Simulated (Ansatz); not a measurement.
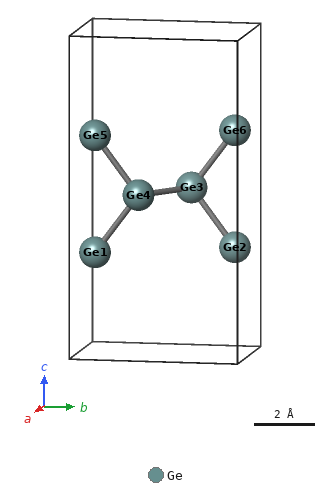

Figure 1. The input geometry of run 1 (ball-and-stick view of the cell of the calculation, with the vacuum cut short, seen slightly off an axis; atoms are numbered from 1 in the order of the input). Near neighbours in the crystal (not all of them lie inside the picture): Ge has 3 Ge at 2.46 to 2.48 Å; Ge has 4 Ge at 2.48 Å.

## Two runs on Ge

System: Ge (slab, 6 atoms in the cell).
Method of run 1: DFT, PBE, PAW with Ansatz's default frozen-core files, scalar-relativistic, no spin polarisation (Ansatz 0.2.0).

Text and figures count atoms from 1; the logs count them from 0 in places.

### The input, run 1
```yaml
crystal:
  lattice:
    - [4.0736070244, 0.0, 0.0]
    - [0.0, 5.7609503017, 0.0]
    - [0.0, 0.0, 20.0736]
  atoms:
    - { symbol: Ge, position: [0.75, 0.1190999919, 0.4011007003] }
    - { symbol: Ge, position: [0.25, 0.8809000081, 0.4011007003] }
    - { symbol: Ge, position: [0.25, 0.6227909738, 0.5000000004] }
    - { symbol: Ge, position: [0.75, 0.3772090262, 0.5000000004] }
    - { symbol: Ge, position: [0.75, 0.1190999904, 0.5988992993] }
    - { symbol: Ge, position: [0.25, 0.8809000096, 0.5988992993] }
kpoints:
  mp_grid: { grid: [8, 5, 1] }
scf:
  occupations: { method: fermi_dirac, width: 0.02 }
hamiltonian:
  xc: pbe
  pseudopotentials: { kind: paw }
output:
  forces: true
  stress: true
  eigenvalues: true
efield:
  axis: 3
  amplitude: 0.5
  dipole_correction: true
```

Command:
```bash
ansatz run input.yaml --threads 2 --pin off --max-ram 4096MiB --backend cpu --events-out ev --progress --plain --runs-dir out
```

Hardware: 2 threads of Arm Neoverse V2, 24 GiB of memory available, shared host.

### Output, shortened to warnings, some set-up lines, iterations and results (run 1)
```
Basis set: ecut = 420 eV, 9201 PW (Γ), exchange–correlation on 60×80×270 points (8 copies of the dense FFT grid, shifted against one another)
Symmetry: 4 space group operations
k-points: 15 of 40
Initial density: superposition of atomic densities (neutral atoms: chi_scale 0, normalization atom, screened)
[...]
SCF iter   1: F=—  HF=-25767.359433 eV  |F-HF|=—  |Δ(HF+E_count)|=         —  Δρ=1.54e-2  dr2=2.10e0  ethr=2.49e-3  p=0.592 e·Å  D=2.27e-1 V/Å  ΔV_dip=-4.56 eV  …
SCF iter   2: F=—  HF=-25767.019852 eV  |F-HF|=—  |Δ(HF+E_count)|=   3.40e-1  Δρ=4.99e-3  dr2=2.96e-1  ethr=2.49e-3  p=0.449 e·Å  D=1.73e-1 V/Å  ΔV_dip=-3.46 eV  …
SCF iter   3: F=—  HF=-25767.016264 eV  |F-HF|=—  |Δ(HF+E_count)|=   3.59e-3  Δρ=2.78e-3  dr2=1.38e-1  ethr=3.53e-4  p=0.464 e·Å  D=1.78e-1 V/Å  ΔV_dip=-3.58 eV  …
SCF iter   4: F=—  HF=-25766.981014 eV  |F-HF|=—  |Δ(HF+E_count)|=   3.52e-2  Δρ=7.41e-4  dr2=6.04e-3  ethr=1.64e-4  p=0.447 e·Å  D=1.72e-1 V/Å  ΔV_dip=-3.45 eV  …
SCF iter   5: F=—  HF=-25766.980332 eV  |F-HF|=—  |Δ(HF+E_count)|=   6.82e-4  Δρ=4.35e-4  dr2=1.01e-3  ethr=7.19e-6  p=0.447 e·Å  D=1.72e-1 V/Å  ΔV_dip=-3.45 eV  …
SCF iter   6: F=—  HF=-25766.979908 eV  |F-HF|=—  |Δ(HF+E_count)|=   4.24e-4  Δρ=8.21e-5  dr2=9.00e-5  ethr=1.20e-6  p=0.446 e·Å  D=1.71e-1 V/Å  ΔV_dip=-3.44 eV  …
SCF iter   7: F=—  HF=-25766.979976 eV  |F-HF|=—  |Δ(HF+E_count)|=   6.84e-5  Δρ=2.75e-5  dr2=1.08e-5  ethr=1.07e-7  p=0.446 e·Å  D=1.71e-1 V/Å  ΔV_dip=-3.44 eV  …
SCF iter   8: F=—  HF=-25766.979979 eV  |F-HF|=—  |Δ(HF+E_count)|=   2.38e-6  Δρ=5.82e-6  dr2=3.13e-7  ethr=1.28e-8  p=0.446 e·Å  D=1.71e-1 V/Å  ΔV_dip=-3.44 eV  …
SCF iter   9: F=-25766.979979 eV  HF=-25766.979979 eV  |F-HF|=1.31e-8  |Δ(HF+E_count)|=   1.98e-7  Δρ=1.48e-6  dr2=2.25e-8  ethr=1.19e-10  p=0.446 e·Å  D=1.71e-1 V/Å  …
SCF 1 converged in 9 iterations: F = -25766.979979 eV  dr2 = 2.25e-8
SCF converged after 9 iterations
Free energy (F): -25766.979979 eV
Harris-Foulkes:  -25766.979979 eV  (|F-HF|=1.31e-8)
Internal energy: -25766.977019 eV  (E = F + TS)
E sigma→0 (E₀):  -25766.978499 eV
Entropy (-TS):   -0.002960 eV (-0.493 meV/atom)
Fermi energy:    -0.850728 eV
Dipole field:    D = 0.171057 V/Å  (p = 0.445327 e·Å, saw-weighted, corrected)
Work function:   not extracted (applied field tilts the vacuum); planar V_es + V_field profile in the machine report
Levels:          The Fermi level and band energies are counted from a zero that moves with the ramp; work functions are not
--- Per-component energies (eV) ---
  E_band       = -1652.584611
  E_kinetic    = 660.856898
  E_local      = -61768.706297  (includes V_loc(G=0)·N_el)
  E_nonlocal   = 2501.548950
  E_hartree    = 29597.042243
  E_xc         = -449.211455
  E_vxc        = -381.344695  (∫ρ·V_xc dr)
  E_paw        = -12108.915144  (= ΣΔE_a)
  E_vpaw       = -1858.869174  (= ΣTr[D̂ρ^β])
  E_aug_tail   = 0.001882  (compensation charges beyond the density's cutoff)
  E_efield     = -0.184575  (sawtooth field / dipole correction)
  E_vefield    = -0.146487  (∫n·V_field dr)
  E_ewald      = 15800.590479
  E_smearing   = -0.002960  (= −TS)
  E_closure    = -0.000000  (closes the sum)
  Σ components = -25766.979979   (vs F -25766.979979, Δ=0.00e0)
--- Forces (eV/Å), atoms counted from 1 ---
  atom   1  Ge     0.00000000     0.02279758    -0.01325878
  atom   2  Ge     0.00000000    -0.02279758    -0.01325878
  atom   3  Ge     0.00000000     0.00026617     0.01074158
  atom   4  Ge     0.00000000    -0.00026617     0.01074158
  atom   5  Ge     0.00000000    -0.02283369     0.00254823
  atom   6  Ge     0.00000000     0.02283369     0.00254823
  max |Σ_I F_I| component: 6.21e-5 eV/Å
--- Stress (GPa, compression-positive) ---
        0.283126       0.000000       0.000000
        0.000000       0.484713       0.000000
        0.000000       0.000000       0.021492
  P = ⅓ Tr σ = 0.2631 GPa (2.631 kbar)
```

The input of run 2 differs as follows (lines with − go, lines with + come):
```diff
-efield:
-  axis: 3
-  amplitude: 0.5
-  dipole_correction: true
+  core_levels:
+    shells: { Ge: ["2p"] }
+    counted_from: conduction_bottom
+    add_spin: false
```

How does run 2 compare with run 1?

The total energies belong to different models, so their difference says nothing on which is more stable or more accurate. The largest force goes from 0.026 to 0.002 eV/Å. The SCF takes 7 iterations against 9. On the same kind of shared host run 2 took about 2.5 times as long.

### Output, shortened to warnings, some set-up lines, iterations and results (run 2)
```
Basis set: ecut = 420 eV, 9201 PW (Γ), exchange–correlation on 60×80×270 points (8 copies of the dense FFT grid, shifted against one another)
Symmetry: 8 space group operations
k-points: 15 of 40
Initial density: superposition of atomic densities (neutral atoms: chi_scale 0, normalization atom), corrected by the library's trained network
[...]
SCF iter   1: F=—  HF=-25766.870717 eV  |F-HF|=—  |Δ(HF+E_count)|=         —  Δρ=1.64e-3  dr2=2.25e-2  ethr=1.77e-3  ⟨swp⟩=7.3  Hψ=2919  notcnv=0  defer=1
SCF iter   2: F=—  HF=-25766.869341 eV  |F-HF|=—  |Δ(HF+E_count)|=   1.38e-3  Δρ=6.74e-4  dr2=4.25e-3  ethr=2.68e-5  ⟨swp⟩=3.9  Hψ=1686  notcnv=0  defer=47
SCF iter   3: F=—  HF=-25766.868942 eV  |F-HF|=—  |Δ(HF+E_count)|=   3.99e-4  Δρ=3.17e-4  dr2=9.46e-4  ethr=5.06e-6  ⟨swp⟩=2.5  Hψ=1444  notcnv=0  defer=32
SCF iter   4: F=—  HF=-25766.868746 eV  |F-HF|=—  |Δ(HF+E_count)|=   1.95e-4  Δρ=1.15e-4  dr2=1.43e-4  ethr=1.13e-6  ⟨swp⟩=2.0  Hψ=1363  notcnv=0  defer=32
SCF iter   5: F=—  HF=-25766.868739 eV  |F-HF|=—  |Δ(HF+E_count)|=   7.18e-6  Δρ=3.31e-5  dr2=5.04e-6  ethr=1.70e-7  ⟨swp⟩=3.0  Hψ=1339  notcnv=0  defer=32
SCF iter   6: F=—  HF=-25766.868808 eV  |F-HF|=—  |Δ(HF+E_count)|=   6.84e-5  Δρ=6.73e-6  dr2=4.33e-7  ethr=6.00e-9  ⟨swp⟩=2.0  Hψ=1349  notcnv=0  defer=32
SCF iter   7: F=-25766.868808 eV  HF=-25766.868808 eV  |F-HF|=4.89e-8  |Δ(HF+E_count)|=   1.77e-7  Δρ=1.88e-6  dr2=1.55e-8  ethr=1.19e-10  ⟨swp⟩=11.5  Hψ=3049  notcnv=0
SCF 1 converged in 7 iterations: F = -25766.868808 eV  dr2 = 1.55e-8
── core hole 1/2: 2p of Ge 0 ──
── 2p of Ge 0: 1221.996 eV over the cell without the hole, in 9 iterations ──
── core hole 2/2: 2p of Ge 2 ──
── 2p of Ge 2: 1222.432 eV over the cell without the hole, in 9 iterations ──
SCF converged after 7 iterations
Free energy (F): -25766.868808 eV
Harris-Foulkes:  -25766.868808 eV  (|F-HF|=4.89e-8)
Internal energy: -25766.866191 eV  (E = F + TS)
E sigma→0 (E₀):  -25766.867499 eV
Entropy (-TS):   -0.002617 eV (-0.436 meV/atom)
Fermi energy:    -0.827464 eV
--- Per-component energies (eV) ---
  E_band       = -1650.687812
  E_kinetic    = 660.895749
  E_local      = -61770.617671  (includes V_loc(G=0)·N_el)
  E_nonlocal   = 2501.551555
  E_hartree    = 29598.859741
  E_xc         = -449.236752
  E_vxc        = -381.377778  (∫ρ·V_xc dr)
  E_paw        = -12108.911173  (= ΣΔE_a)
  E_vpaw       = -1858.864176  (= ΣTr[D̂ρ^β])
  E_aug_tail   = 0.001882  (compensation charges beyond the density's cutoff)
  E_ewald      = 15800.590479
  E_smearing   = -0.002617  (= −TS)
  E_closure    = -0.000000  (closes the sum)
  Σ components = -25766.868808   (vs F -25766.868808, Δ=0.00e0)
--- Forces (eV/Å), atoms counted from 1 ---
  atom   1  Ge    -0.00000000     0.00085007     0.00100047
  atom   2  Ge     0.00000000    -0.00085007     0.00100047
  atom   3  Ge     0.00000000     0.00245909     0.00000000
  atom   4  Ge     0.00000000    -0.00245909     0.00000000
  atom   5  Ge    -0.00000000     0.00085007    -0.00100047
  atom   6  Ge     0.00000000    -0.00085007    -0.00100047
  max |Σ_I F_I| component: 1.39e-17 eV/Å
--- Stress (GPa, compression-positive) ---
        0.249778       0.000000       0.000000
        0.000000       0.452080       0.000000
        0.000000       0.000000      -0.002644
  P = ⅓ Tr σ = 0.2331 GPa (2.331 kbar)
--- Core levels from the conduction bottom, as differences alone (as output.core_levels.counted_from types it; a hole's nearest image at 4.1 Å) ---
  the holes have no spin, as output.core_levels.add_spin types it
  atom         alike  shell      binding/eV   shift/eV difference/eV images/eV   SCF
  Ge 0             4     2p               –     +0.000      1221.996         –     9
  Ge 2             2     2p               –     +0.437      1222.432         –     9
  the dataset of Ge with a 2p hole: scattering error 0.009 eV; free atom: scalar-relativistic, large and small components
  the two lines of Ge's 2p: 2p1/2 +20.813 eV and 2p3/2 -10.406 eV off its levels, 1 : 2 in strength
```

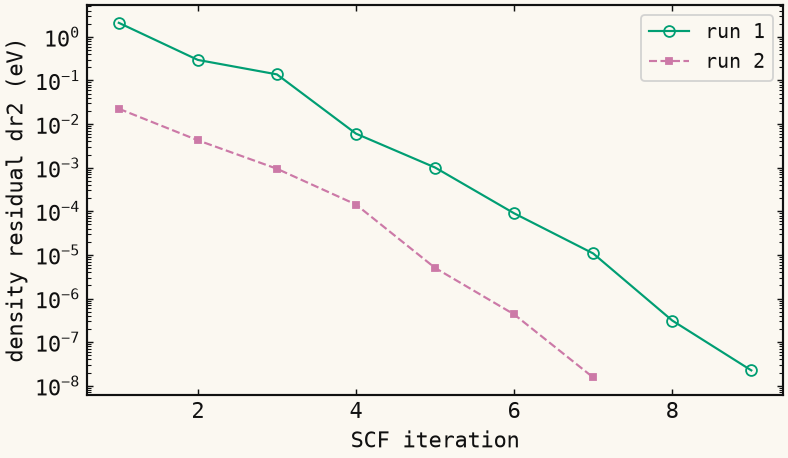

Figure 2. Convergence of the two runs: density residual dr2 against the SCF iteration. Run 1 takes 9 iterations in all, and run 2 takes 7.

### The two runs side by side

| quantity | run 1 | run 2 |
| --- | --- | --- |
| outcome | converged | converged |
| free energy per atom (eV) | −4294.4967 | −4294.4781 |
| energy per atom, smearing taken to zero (eV) | −4294.4964 | −4294.4779 |
| largest force (eV/Å) | 0.026 | 0.002 |
| SCF iterations | 9 | 7 |
| irreducible k-points | 15 | 15 |
| plane waves at Γ | 9201 | 9201 |
| wall time (shared host) | 17 s | 44 s |
